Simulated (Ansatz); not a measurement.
# Geometry relaxation of TiAl₃

TiAl₃ (Pm-3m, 4 atoms in the cell), computed with DFT PBE, scalar-relativistic, plane waves, PAW, no spin polarisation (Ansatz 0.2.0).

The structure derives from a Materials Project entry.

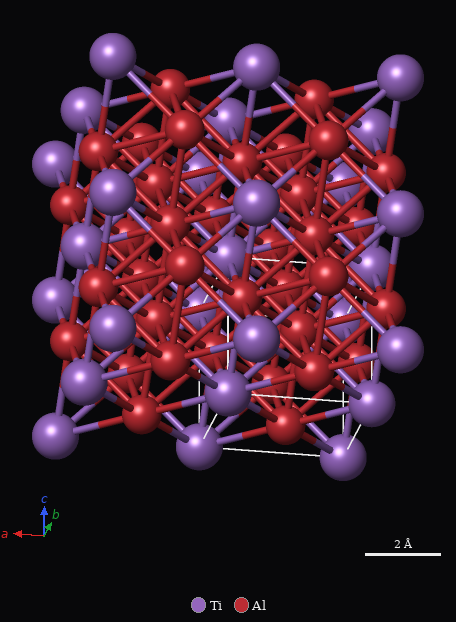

*The structure as given in the input (ball-and-stick view of the cell of the calculation, repeated 2 × 2 × 2, seen at an oblique angle).*

Near neighbours in the crystal (not all of them lie inside the picture): Ti has 12 Al at 2.80 Å; Al has 8 Al at 2.80 Å and 4 Ti at 2.80 Å.

## Input file
```yaml
crystal:
  lattice:
    - [3.95567125, 0.0, 0.0]
    - [0.0, 3.95567125, 0.0]
    - [0.0, 0.0, 3.95567125]
  atoms:
    - { symbol: Ti, position: [0.0, 0.0, 0.0] }
    - { symbol: Al, position: [0.5, 0.5, 0.0] }
    - { symbol: Al, position: [0.5, 0.0, 0.5] }
    - { symbol: Al, position: [0.0, 0.5, 0.5] }
basis:
  ecutwfc: 420
kpoints:
  mp_grid: { grid: [10, 10, 10] }
hamiltonian:
  xc: pbe
scf:
  occupations: { method: gaussian, width: 0.1 }
output:
  forces: true
  stress: true
  eigenvalues: true
relax:
  adjacent_minimum: "off"
  f_tol: 0.005
  max_steps: 80
  cell: { stress_tol: 0.05 }
```

Command:
```bash
ansatz run input.yaml --threads 1 --pin off --max-ram 2560MiB --backend cpu --events-out ev --progress --plain --runs-dir out
```

## Log
```
Engine: ansatz 0.2.0, aarch64-unknown-linux-gnu
Pseudopotentials: kind: paw
Pseudopotential: Ti, paw, valence charge 12, recommended cutoff 420 eV (normal), Ti.paw.azcp
Pseudopotential: Al, paw, valence charge 3, recommended cutoff 420 eV (normal), Al.paw.azcp
Functional definition: PBE
  parameter kappa = 0.804
  parameter beta = 0.06672455060314922
  exchange = pbe_x(kappa = kappa, mu = beta*pi^2/3)
  correlation = pbe_c(beta = beta)
Crystal: 4 atoms, lattice volume = 61.896 Å³
Basis set: ecut = 420 eV, 1213 PW (Γ), exchange–correlation on 54×54×54 points (8 copies of the dense FFT grid, shifted against one another)
Bands: 15, of which v1, the nominal top of the filled ones, is band 11 counted from 1 (10 counted from 0)
Symmetry: 48 space group operations
Space group: Pm-3m (ITA 221), of the structure as read, at distance tolerance 4.0e-5 Å
k-points: 56 of 1000
Non-local potential: Ti, projectors of the file, l = 0: 3, l = 1: 2, l = 2: 3, l = 3: 1
Non-local potential: Al, projectors of the file, l = 0: 2, l = 1: 2, l = 2: 1
PAW form: soft (Blöchl's): semilocal exchange-correlation on the pseudo side does not see the compensation charge
PAW one-centre angular grid: Ti, 590 points (default); XC on 64 Gauss nodes
PAW one-centre angular grid: Al, 110 points (default); XC on 64 Gauss nodes
Initial density: superposition of atomic densities (neutral atoms: chi_scale 0, normalization atom), corrected by the library's trained network
Initial wavefunctions: pseudopotential atomic-orbital guess
Functional: x = pbe(κ = 0.804, μ = 0.2195149727645171), c = pbe(β = 0.06672455060314922)
SCF iter   1: F=—  HF=-4113.649291 eV  |F-HF|=—  |Δ(HF+E_count)|=         —  Δρ=2.38e-3  dr2=7.26e-3  ethr=1.77e-3  ⟨swp⟩=5.4  Hψ=4782  notcnv=0
preconditioner: auto → Kerker (q_TF=auto, 2.279 Å⁻¹)  [metal: Δε(μ)=0.021 eV  Ē_g=5.532 eV  σ=0.100 eV  W_gap=0.12  n_scr=18 (ndim 8)  ℏωp=17.0 eV  f_vac=0.000  D(μ)=2.14/eV (n_scr^D=18)]
SCF iter   2: F=—  HF=-4113.648443 eV  |F-HF|=—  |Δ(HF+E_count)|=   8.48e-4  Δρ=1.20e-3  dr2=1.76e-3  ethr=3.46e-5  ⟨swp⟩=1.0  Hψ=1288  notcnv=0
SCF iter   3: F=—  HF=-4113.648222 eV  |F-HF|=—  |Δ(HF+E_count)|=   2.22e-4  Δρ=2.09e-4  dr2=5.18e-5  ethr=8.36e-6  ⟨swp⟩=2.4  Hψ=1092  notcnv=0
SCF iter   4: F=—  HF=-4113.648297 eV  |F-HF|=—  |Δ(HF+E_count)|=   7.49e-5  Δρ=5.12e-5  dr2=1.91e-6  ethr=2.47e-7  ⟨swp⟩=2.2  Hψ=1132  notcnv=0
iter 5 did not close the SCF: its close was put off for the readings that it lacked (scf_convergence_deferred on its scf_iter line)
SCF iter   5: F=-4113.648296 eV  HF=-4113.648296 eV  |F-HF|=1.30e-8  |Δ(HF+E_count)|=   2.87e-7  Δρ=8.22e-6  dr2=4.22e-8  ethr=9.11e-9  ⟨swp⟩=2.4  Hψ=1153  notcnv=0
SCF iter   6: F=-4113.648296 eV  HF=-4113.648296 eV  |F-HF|=5.83e-10  |Δ(HF+E_count)|=  4.97e-10  Δρ=1.36e-6  dr2=1.26e-9  ethr=2.01e-10  ⟨swp⟩=2.3  Hψ=2659  notcnv=0
SCF 1 converged in 6 iterations: F = -4113.648296 eV  dr2 = 1.26e-9
  greatest PAW one-centre occupation: 0.999 electrons in one spin orbital (limit 2), on the Ti atom at site 0 (counted from 0), in its partial waves of l = 0
relax step   1: F+E_penalty+E_count = -4113.64829637 eV  Δ(F+E_penalty+E_count) = +0.000e0 eV  max|allowed force component| = 6.517e-31 eV/Å  Δτ_max = 0.0000 Å  P = +1.999 GPa  Ω = 61.896 Å³  (6 SCF iters, dr2 threshold 1.00e-7 eV, accepted)
Crystal: 4 atoms, lattice volume = 63.396 Å³
Basis set: ecut = 420 eV, 1237 PW (Γ), exchange–correlation on 54×54×54 points (8 copies of the dense FFT grid, shifted against one another)
Initial density: handed on by an earlier stage of this run
Initial wavefunctions: those handed on with the density
iter 1 solved again at ethr=5.16e-6 eV; its pass at ethr=3.10e-3 eV (dr2=1.08e-3 eV) is discarded
SCF iter   1: F=—  HF=-4113.654156 eV  |F-HF|=—  |Δ(HF+E_count)|=         —  Δρ=8.58e-4  dr2=9.45e-4  ethr=5.16e-6  ⟨swp⟩=1.8  Hψ=5467  notcnv=0
preconditioner: auto → Kerker (q_TF=auto, 2.269 Å⁻¹)  [metal: Δε(μ)=0.042 eV  Ē_g=5.446 eV  σ=0.100 eV  W_gap=0.23  n_scr=18 (ndim 8)  ℏωp=16.8 eV  f_vac=0.000  D(μ)=2.21/eV (n_scr^D=18)]
SCF iter   2: F=—  HF=-4113.653902 eV  |F-HF|=—  |Δ(HF+E_count)|=   2.54e-4  Δρ=5.38e-4  dr2=3.76e-4  ethr=4.50e-6  ⟨swp⟩=1.0  Hψ=840  notcnv=0
SCF iter   3: F=—  HF=-4113.653911 eV  |F-HF|=—  |Δ(HF+E_count)|=   8.14e-6  Δρ=8.55e-5  dr2=5.58e-6  ethr=1.79e-6  ⟨swp⟩=2.4  Hψ=1167  notcnv=0
iter 4 did not close the SCF: its close was put off for the readings that it lacked (scf_convergence_deferred on its scf_iter line)
SCF iter   4: F=-4113.653908 eV  HF=-4113.653908 eV  |F-HF|=3.05e-7  |Δ(HF+E_count)|=   2.27e-6  Δρ=2.06e-5  dr2=3.71e-7  ethr=2.66e-8  ⟨swp⟩=2.3  Hψ=1189  notcnv=0
iter 5 did not close the SCF: its close was put off for the readings that it lacked (scf_convergence_deferred on its scf_iter line)
SCF iter   5: F=-4113.653908 eV  HF=-4113.653908 eV  |F-HF|=3.04e-8  |Δ(HF+E_count)|=   5.28e-8  Δρ=6.90e-6  dr2=3.44e-8  ethr=1.77e-9  ⟨swp⟩=2.3  Hψ=1144  notcnv=0
SCF iter   6: F=-4113.653908 eV  HF=-4113.653908 eV  |F-HF|=3.05e-10  |Δ(HF+E_count)|=   4.65e-9  Δρ=1.06e-6  dr2=5.57e-10  ethr=1.64e-10  ⟨swp⟩=2.0  Hψ=2487  notcnv=0
SCF 2 converged in 6 iterations: F = -4113.653908 eV  dr2 = 5.57e-10
relax step   2: F+E_penalty+E_count = -4113.65390818 eV  Δ(F+E_penalty+E_count) = -5.612e-3 eV  max|allowed force component| = 3.713e-31 eV/Å  Δτ_max = 0.0000 Å  P = -0.626 GPa  Ω = 63.396 Å³  energy of the carried Pulay correction = -5.725e-4 eV  (6 SCF iters, dr2 threshold 4.00e-7 eV, accepted)
Crystal: 4 atoms, lattice volume = 63.032 Å³
iter 1 solved again at ethr=2.78e-7 eV; its pass at ethr=3.10e-3 eV (dr2=5.85e-5 eV) is discarded
SCF iter   1: F=—  HF=-4113.654665 eV  |F-HF|=—  |Δ(HF+E_count)|=         —  Δρ=2.03e-4  dr2=5.23e-5  ethr=2.78e-7  ⟨swp⟩=2.0  Hψ=5276  notcnv=0
preconditioner: auto → Kerker (q_TF=auto, 2.272 Å⁻¹)  [metal: Δε(μ)=0.036 eV  Ē_g=5.466 eV  σ=0.100 eV  W_gap=0.20  n_scr=18 (ndim 8)  ℏωp=16.9 eV  f_vac=0.000  D(μ)=2.19/eV (n_scr^D=18)]
SCF iter   2: F=—  HF=-4113.654789 eV  |F-HF|=—  |Δ(HF+E_count)|=   1.24e-4  Δρ=1.26e-4  dr2=2.02e-5  ethr=2.49e-7  ⟨swp⟩=1.0  Hψ=840  notcnv=0
iter 3 did not close the SCF: its close was put off for the readings that it lacked (scf_convergence_deferred on its scf_iter line)
SCF iter   3: F=-4113.654781 eV  HF=-4113.654781 eV  |F-HF|=2.67e-7  |Δ(HF+E_count)|=   8.19e-6  Δρ=2.07e-5  dr2=4.00e-7  ethr=9.62e-8  ⟨swp⟩=2.2  Hψ=1158  notcnv=0
iter 4 did not close the SCF: its close was put off for the readings that it lacked (scf_convergence_deferred on its scf_iter line)
SCF iter   4: F=-4113.654781 eV  HF=-4113.654781 eV  |F-HF|=4.97e-8  |Δ(HF+E_count)|=   1.50e-7  Δρ=7.66e-6  dr2=5.61e-8  ethr=1.90e-9  ⟨swp⟩=2.0  Hψ=1160  notcnv=0
iter 5 did not close the SCF: its close was put off for the readings that it lacked (scf_convergence_deferred on its scf_iter line)
SCF iter   5: F=-4113.654781 eV  HF=-4113.654781 eV  |F-HF|=1.30e-9  |Δ(HF+E_count)|=   7.13e-9  Δρ=1.43e-6  dr2=1.89e-9  ethr=2.67e-10  ⟨swp⟩=1.9  Hψ=945  notcnv=0
SCF iter   6: F=-4113.654781 eV  HF=-4113.654781 eV  |F-HF|=1.82e-12  |Δ(HF+E_count)|=  2.04e-10  Δρ=1.63e-7  dr2=1.07e-11  ethr=9.00e-12  ⟨swp⟩=1.1  Hψ=2072  notcnv=0
SCF 3 converged in 6 iterations: F = -4113.654781 eV  dr2 = 1.07e-11
relax step   3: F+E_penalty+E_count = -4113.65478096 eV  Δ(F+E_penalty+E_count) = -8.728e-4 eV  max|allowed force component| = 1.216e-30 eV/Å  Δτ_max = 0.0000 Å  P = -0.017 GPa  Ω = 63.032 Å³  energy of the carried Pulay correction = -4.347e-4 eV  (6 SCF iters, dr2 threshold 4.00e-7 eV, accepted)
Initial wavefunctions: pseudopotential atomic-orbital guess (no wavefunctions were taken with the density)
iter 1 solved again at ethr=4.77e-8 eV; its pass at ethr=3.10e-3 eV (dr2=1.00e-5 eV) is discarded
SCF iter   1: F=—  HF=-4113.655130 eV  |F-HF|=—  |Δ(HF+E_count)|=         —  Δρ=3.59e-5  dr2=3.96e-8  ethr=4.77e-8  ⟨swp⟩=2.8  Hψ=6878  notcnv=0
preconditioner: auto → Kerker (q_TF=auto, 2.272 Å⁻¹)  [metal: Δε(μ)=0.038 eV  Ē_g=5.467 eV  σ=0.100 eV  W_gap=0.21  n_scr=18 (ndim 8)  ℏωp=16.9 eV  f_vac=0.000  D(μ)=2.19/eV (n_scr^D=18)]
SCF iter   2: F=—  HF=-4113.655269 eV  |F-HF|=—  |Δ(HF+E_count)|=   1.39e-4  Δρ=1.83e-5  dr2=1.61e-8  ethr=1.89e-10  ⟨swp⟩=2.0  Hψ=1449  notcnv=0
SCF iter   3: F=—  HF=-4113.655270 eV  |F-HF|=—  |Δ(HF+E_count)|=   3.30e-7  Δρ=5.98e-6  dr2=1.30e-9  ethr=7.65e-11  ⟨swp⟩=2.8  Hψ=1197  notcnv=0
SCF iter   4: F=—  HF=-4113.655270 eV  |F-HF|=—  |Δ(HF+E_count)|=   3.89e-8  Δρ=4.41e-7  dr2=5.84e-11  ethr=6.19e-12  ⟨swp⟩=2.0  Hψ=1186  notcnv=0
iter 5 did not close the SCF: its close was put off for the readings that it lacked (scf_convergence_deferred on its scf_iter line)
SCF iter   5: F=-4113.655270 eV  HF=-4113.655270 eV  |F-HF|=6.37e-12  |Δ(HF+E_count)|=  1.24e-10  Δρ=6.98e-8  dr2=5.35e-12  ethr=1.00e-12  ⟨swp⟩=1.0  Hψ=840  notcnv=0
SCF iter   6: F=-4113.655270 eV  HF=-4113.655270 eV  |F-HF|=9.09e-13  |Δ(HF+E_count)|=  1.82e-12  Δρ=1.37e-8  dr2=1.41e-13  ethr=1.00e-12  ⟨swp⟩=2.0  Hψ=2495  notcnv=0
SCF 4 converged in 6 iterations: F = -4113.655270 eV  dr2 = 1.41e-13
relax step   4: F+E_penalty+E_count = -4113.65526973 eV  Δ(F+E_penalty+E_count) = -4.888e-4 eV  max|allowed force component| = 1.578e-30 eV/Å  Δτ_max = 0.0000 Å  P = -0.004 GPa  Ω = 63.032 Å³  stress off target by 3.56e-3 GPa  SCF on the basis re-selected at this cell (its energy is not comparable with the rows above)  (6 SCF iters)
```

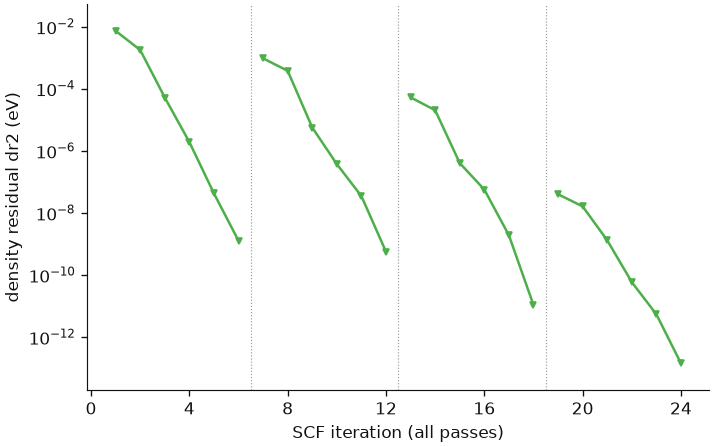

*Convergence of the self-consistent field: density residual dr2 against the SCF iteration. The dotted lines part the SCF passes of the relaxation: geometry steps, rejected trials and re-solves on a re-selected basis.*

The passes take 6, 6, 6 and 6 iterations.

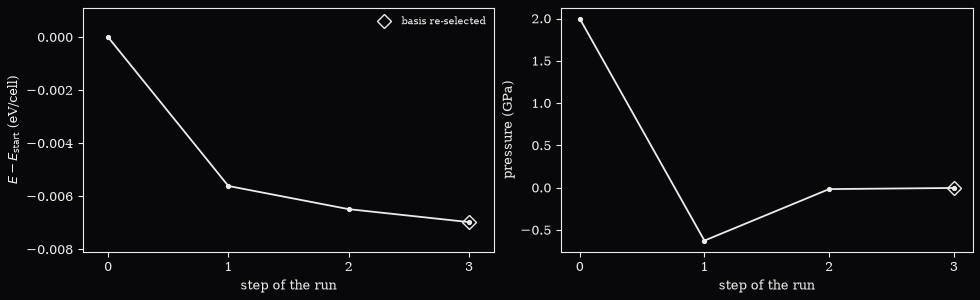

*Progress of the relaxation, step by step (the first geometry is step 0 here and step 1 in the log).*

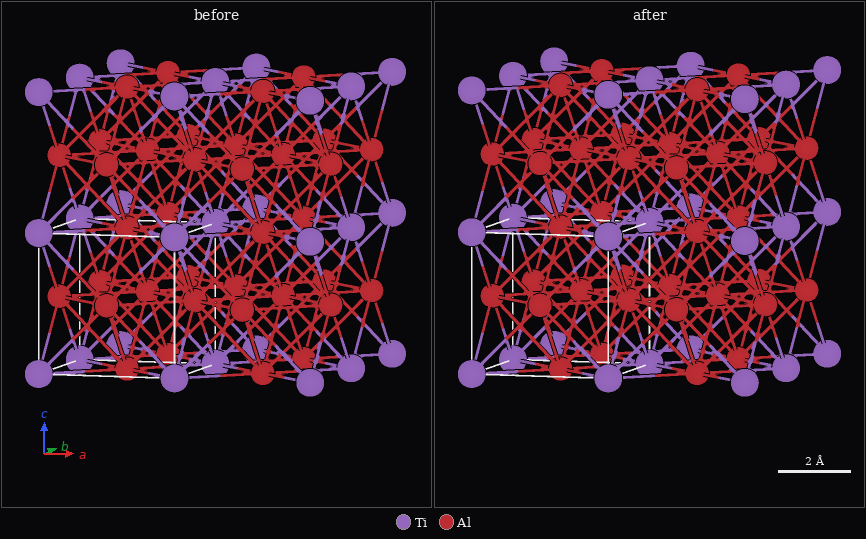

*Before (left) and after (right) the relaxation, at one scale (ball-and-stick view of the cell of the calculation, repeated 2 × 2 × 2, seen slightly off an axis).*

After 2 geometry steps the energy has fallen by 6.5 meV per cell of the calculation. All forces vanish by symmetry, so only the cell relaxes. Pressure: 2.00 GPa at the start and 0.00 GPa at the end. The atoms keep their places relative to the cell (all moves are under 0.005 Å). Cell: a = b = c 3.956 → 3.980 Å (+0.6 %). Volume +1.8 %. Among the contacts that change: Ti1–Al2 2.797 → 2.814 Å, Al2–Al3 2.797 → 2.814 Å. The space group stays Pm-3m (No. 221). A last SCF at the same geometry on a re-selected plane-wave basis shifts the energy by −0.5 meV per cell of the calculation. (Atoms are counted from 1 in the order of the input.)

```
basis re-selected at this cell: Δ(F+E_penalty+E_count) = -4.888e-4 eV, ΔP = +0.013 GPa vs the last step (what re-selecting the basis moved, of the pressure what is left beyond the Pulay correction that the steps carried, after the strain that the cell walked since its last selection, with what the two solves' SCF thresholds leave and, on support functions, any second-order correction that the steps lacked; it is no measure of the basis error at this ecutwfc). This SCF's stress stands 3.56e-3 GPa from its target on what of the cell is left free (relax.cell.stress_tol is 5.00e-2 GPa) and its largest allowed force component is 1.58e-30 eV/Å (relax.f_tol is 5.00e-3 eV/Å): within both
SCF converged after 6 iterations
Free energy (F): -4113.655270 eV
Harris-Foulkes:  -4113.655270 eV  (|F-HF|=9.09e-13)
Internal energy: -4113.644317 eV  (E = F + TS)
E sigma→0 (E₀):  -4113.649793 eV
Entropy (-TS):   -0.010953 eV (-2.738 meV/atom)
Fermi energy:    10.284944 eV
--- Per-component energies (eV) ---
  E_band       = -150.592483
  E_kinetic    = 344.533296
  E_local      = -1193.197962  (includes V_loc(G=0)·N_el)
  E_nonlocal   = 40.433948
  E_hartree    = 525.983512
  E_xc         = -218.137015
  E_vxc        = -210.783577  (∫ρ·V_xc dr)
  E_paw        = -2450.972208  (= ΣΔE_a)
  E_vpaw       = -183.545341  (= ΣTr[D̂ρ^β])
  E_aug_tail   = 0.000120  (compensation charges beyond the density's cutoff)
  E_ewald      = -1162.288009
  E_smearing   = -0.010953  (= −TS)
  E_closure    = -0.000000  (closes the sum)
  Σ components = -4113.655270   (vs F -4113.655270, Δ=0.00e0)
--- Forces (eV/Å), atoms counted from 1 ---
  atom   1  Ti    -0.00000000    -0.00000000    -0.00000000
  atom   2  Al    -0.00000000    -0.00000000    -0.00000000
  atom   3  Al    -0.00000000    -0.00000000    -0.00000000
  atom   4  Al     0.00000000     0.00000000    -0.00000000
  max |Σ_I F_I| component: 1.94e-30 eV/Å
--- Stress (GPa, compression-positive) ---
       -0.003560       0.000000      -0.000000
        0.000000      -0.003560      -0.000000
       -0.000000      -0.000000      -0.003560
  P = ⅓ Tr σ = -0.0036 GPa (-0.036 kbar)
--- Band table (eV; the first three rows and the last of 56) ---
  k-point 0: bands = ["-46.7134", "-23.0179", "-23.0179", "-23.0179", "-0.4636", "7.1974", "7.1974", "8.1002", "8.1002", "8.1002", "10.4113", "10.4113", "10.4113", "10.9870", "14.2221"]
  k-point 1: bands = ["-46.7133", "-23.0197", "-23.0178", "-23.0178", "-0.3677", "6.4500", "7.2630", "8.0964", "8.0964", "8.5197", "10.4328", "10.4331", "10.4331", "11.4005", "13.9008"]
  k-point 2: bands = ["-46.7131", "-23.0243", "-23.0175", "-23.0175", "-0.0823", "5.2584", "7.4502", "8.0830", "8.0830", "9.0595", "10.4904", "10.5132", "10.5132", "12.1092", "13.1723"]
  k-point 55: bands = ["-46.7113", "-23.0318", "-23.0318", "-23.0318", "5.1314", "5.1314", "5.1314", "5.3422", "6.7758", "6.7758", "6.7758", "10.4354", "11.4578", "11.4578", "12.9644"]
--- Relaxed structure (3 steps of the walk, 3 accepted, 1 SCFs on fresh bases) ---
  F+E_penalty+E_count = -4113.65526973 eV   max|allowed force component| = 1.578e-30 eV/Å   (the final SCF, on the basis selected at the relaxed cell)
  cell:  # Å, volume = 63.0318 Å³
    - [3.979726709103414, 3.209883240645393e-35, -2.9691419975969883e-34]
    - [3.209883240645393e-35, 3.979726709103414, 0.0]
    - [-3.2901303216615278e-34, 0.0, 3.979726709103414]
  atoms:
    - { symbol: Ti, position: [2.827443488036036e-35, 6.339559390209161e-38, -2.6943127408415172e-36] }
    - { symbol: Al, position: [0.49999999999999994, 0.49999999999999994, 1.870170020113526e-36] }
    - { symbol: Al, position: [0.49999999999999994, 8.241427207281265e-37, 0.49999999999999994] }
    - { symbol: Al, position: [-4.1841091975435546e-36, 0.49999999999999994, 0.49999999999999994] }
```

## Trajectory as extended XYZ (Å, eV, eV/Å), 4 frames, from step=1 to step=4
```
4
Lattice="3.9557 0.0000 0.0000 0.0000 3.9557 0.0000 0.0000 0.0000 3.9557" Properties=species:S:1:pos:R:3:forces:R:3 step=1 energy=-4113.64830 pressure_GPa=2.00
Ti    0.0000    0.0000    0.0000    0.0000   0.0000   0.0000
Al    1.9778    1.9778    0.0000    0.0000   0.0000   0.0000
Al    1.9778    0.0000    1.9778    0.0000   0.0000   0.0000
Al    0.0000    1.9778    1.9778    0.0000   0.0000   0.0000
4
Lattice="3.9874 0.0000 0.0000 0.0000 3.9874 0.0000 0.0000 0.0000 3.9874" Properties=species:S:1:pos:R:3:forces:R:3 step=2 energy=-4113.65391 pressure_GPa=-0.63
Ti    0.0000    0.0000    0.0000    0.0000   0.0000   0.0000
Al    1.9937    1.9937    0.0000    0.0000   0.0000   0.0000
Al    1.9937    0.0000    1.9937    0.0000   0.0000   0.0000
Al    0.0000    1.9937    1.9937    0.0000   0.0000   0.0000
4
Lattice="3.9797 0.0000 0.0000 0.0000 3.9797 0.0000 0.0000 0.0000 3.9797" Properties=species:S:1:pos:R:3:forces:R:3 step=3 energy=-4113.65478 pressure_GPa=-0.02
Ti    0.0000    0.0000    0.0000    0.0000   0.0000   0.0000
Al    1.9899    1.9899    0.0000    0.0000   0.0000   0.0000
Al    1.9899    0.0000    1.9899    0.0000   0.0000   0.0000
Al    0.0000    1.9899    1.9899    0.0000   0.0000   0.0000
4
Lattice="3.9797 0.0000 0.0000 0.0000 3.9797 0.0000 0.0000 0.0000 3.9797" Properties=species:S:1:pos:R:3:forces:R:3 step=4 energy=-4113.65527 pressure_GPa=-0.00
Ti    0.0000    0.0000    0.0000    0.0000   0.0000   0.0000
Al    1.9899    1.9899    0.0000    0.0000   0.0000   0.0000
Al    1.9899    0.0000    1.9899    0.0000   0.0000   0.0000
Al    0.0000    1.9899    1.9899    0.0000   0.0000   0.0000
```

## Key numbers

- outcome: converged
- space group (tolerance 0.01 Å): Pm-3m (221)
- electrons treated: 21
- free energy: −4113.6553 eV
- Fermi energy: 10.285 eV
- gap on the k-point mesh: none (metallic)
- pressure: 0.00 GPa
- final volume: 63.03 Å³
- largest force (length of the vector) at the end: under 0.001 eV/Å
- final cell: a = 3.980 Å, b = 3.980 Å, c = 3.980 Å, α = 90.00°, β = 90.00°, γ = 90.00°
- hardware: 1 thread of Arm Neoverse V2, 240 GiB of memory available, shared host
- wall time: 14 s
- peak memory: 0.42 GiB
